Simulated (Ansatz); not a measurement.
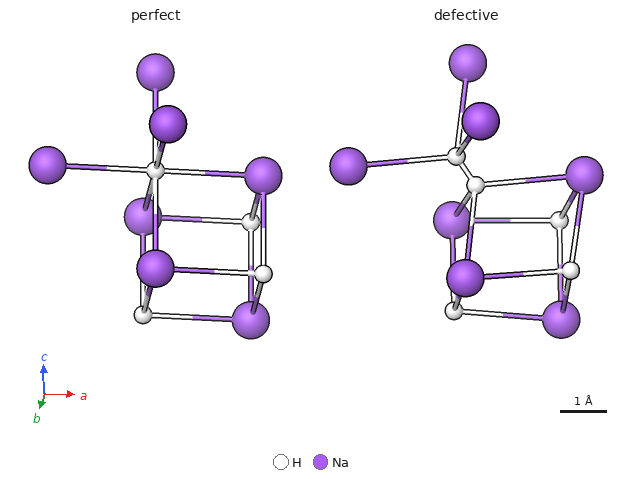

Left: perfect NaH. Right: the same region with one point defect, after relaxing the atoms in a supercell of 64 sites. The picture is a ball-and-stick view of the atoms within 3.3 Å of one point, seen from a free direction.

Theory: DFT, PBEsol, PAW, plane waves (Ansatz). Settings: plane-wave cutoff 420 eV; k-point mesh 1 × 1 × 1; mesh shifted by (0.25, 0.25, 0.25); no spin polarisation. Fermi-Dirac smearing of 0.01 eV. A uniform background neutralises the charged cell. The axes drawn are those of the host's conventional cell.

Q: What kind of defect was made?

A: An extra hydrogen atom is put between the host's atoms (an interstitial).

The charge state of the cell is +1.

Q: How does the lattice respond?

A: The H atom starts with 4 H at 2.07 to 2.08 Å, 4 Na at 2.07 to 2.08 Å around its place and ends with 1 H at 0.77 Å. Of the host's atoms, a hydrogen atom moves furthest from its site, by 0.39 Å. The H atom itself moves 1.66 Å from where it was put.

Limits of the set-up: the cell is charged, on a uniform background, and energies carry no finite-size correction.
